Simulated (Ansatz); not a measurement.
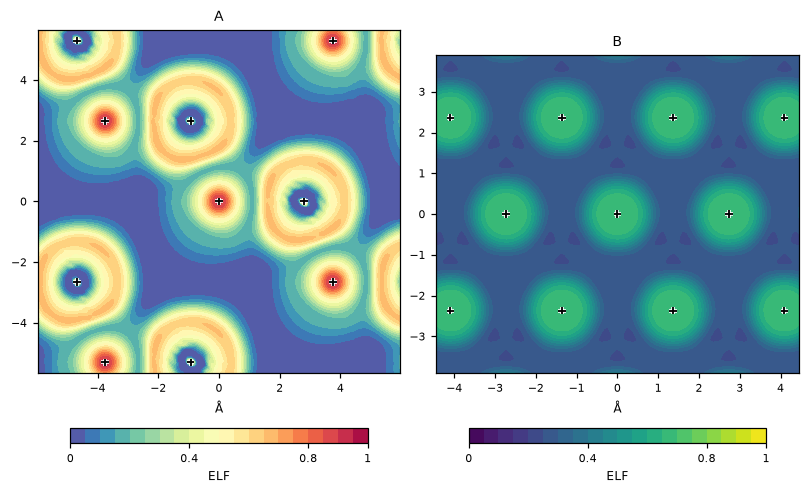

The electron localisation function of 2 systems, each on a plane through atoms (crosses mark nuclei in the plane).

Level of theory: Ansatz, DFT PBEsol, scalar-relativistic, plane waves, PAW.

System 1: CdTe, the (100) plane of the calculation cell. Space group F-43m; a structure from a database of computed crystals, not necessarily the ambient phase.

System 2: Pt, the (001) plane of the conventional cell. Space group P6₃/mmc; a structure from a database of computed crystals, not necessarily the ambient phase; computed pressure about 3 GPa in this cell.

Question: Match each panel to its system.

Answer: Panel A is system 1, CdTe: the plane holds Cd and Te. Cd–Te (2.81 Å): the ELF is about 0.50 at the midpoint. Panel B is system 2, Pt: the plane holds Pt. Pt–Pt (2.73 Å): the ELF is about 0.30 at the midpoint; no localised pair shows between them.
